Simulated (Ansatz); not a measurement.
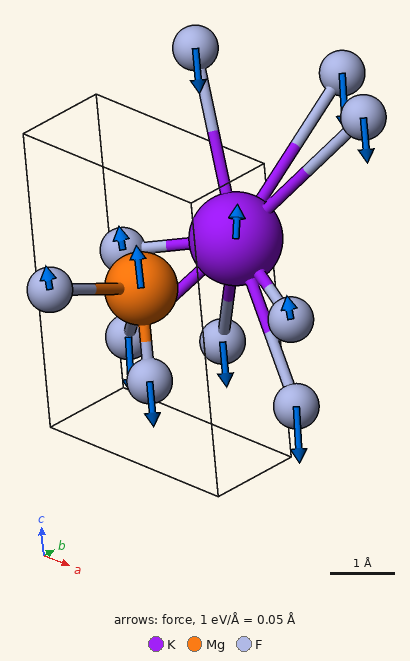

Starting geometry of solid KMgF₃ (built on the random type) (coarse preliminary run) with the computed forces as blue arrows. The picture is a ball-and-stick view of the cell of the calculation, reduced to other axes, seen slightly off an axis. Lengths and directions refer to the drawn axes.

Case: random cell without symmetry.

Theory: DFT PBE, scalar-relativistic, plane waves, PAW in Ansatz 0.2.0.

The input:
```yaml
crystal:
  lattice:
    - [4.9972569281, 0.0, 0.0]
    - [1.1285969171, 3.0124233125, 0.0]
    - [-2.3045631973, 0.011325829, 4.6698625521]
  atoms:
    - { symbol: K, position: [0.2449642917, 0.8565025638, 0.2470997817] }
    - { symbol: Mg, position: [0.8686633282, 0.5518881007, 0.4080274225] }
    - { symbol: F, position: [0.5306596958, 0.1566385488, 0.6812069323] }
    - { symbol: F, position: [0.9890008457, 0.3748127769, 0.693645009] }
    - { symbol: F, position: [0.3866456996, 0.3534049509, 0.4179561887] }
basis:
  ecutwfc: 420
kpoints:
  mp_grid: { grid: [4, 6, 4] }
hamiltonian:
  xc: pbe
scf:
  occupations: { method: gaussian, width: 0.1 }
  lower_state_search: "off"
output:
  forces: true
  stress: true
  eigenvalues: true
relax:
  adjacent_minimum: "off"
  f_tol: 0.04
  max_steps: 70
  cell: { stress_tol: 0.4 }
```

Launched with:
```bash
ansatz run input.yaml --threads 1 --pin off --max-ram 2560MiB --backend cpu --events-out ev --progress --plain --runs-dir out
```

Is this structure relaxed? If not, where do the atoms go?

It isn't relaxed: the largest force vector, on F3, is 18.38 eV/Å. The final displacements follow the starting forces only in part (cosine between the two patterns 0.37). After 21 accepted moves (24 points after the start) the energy has fallen by 19.011 eV per cell of the calculation. Largest force component: 17 eV/Å at the start, 0.016 eV/Å at the end. The pressure goes from 70.49 to 0.07 GPa. At 3 points the geometry stayed and the basis and grid were re-selected for the new cell (energy shift of 0.169 eV per cell of the calculation at most each time). The atom that moves furthest relative to the cell is K1 (1.51 Å along [1 0 3]). By element the largest moves are K 1.51 Å, Mg 1.47 Å, F 1.24 Å. Cell: a 3.217 → 3.061 Å (−4.9 %), b 4.903 → 5.141 Å (+4.9 %), c 5.208 → 5.994 Å (+15.1 %), α 110.5° → 97.9°, β 98.8° → 104.3°, γ 107.4° → 107.2°. Volume +20.9 %. Among the contacts that change: K1–F3 2.944 → 5.874 Å, K1–F3 (another image) 2.350 → 5.044 Å, K1–Mg2 2.667 → 5.066 Å, K1–Mg2 (another image) 2.853 → 5.046 Å. New bonds form: K1–F3 (another periodic image) (3.90 → 2.58 Å), K1–F3 (another periodic image) (4.15 → 2.58 Å), Mg2–F4 (2.95 → 2.02 Å), Mg2–F5 (another periodic image) (2.72 → 2.03 Å). Bonds break: K1–F3 (2.35 → 5.04 Å), K1–F3 (2.94 → 5.87 Å), K1–F4 (3.13 → 4.25 Å), Mg2–F5 (2.42 → 4.20 Å). Bond angles that change, for instance: F5–K1–F5 124.1° → 67.6°, K1–F5–K1 124.1° → 67.6°, K1–F4–Mg2 125.2° → 85.3°. The space group stays P1 (No. 1).
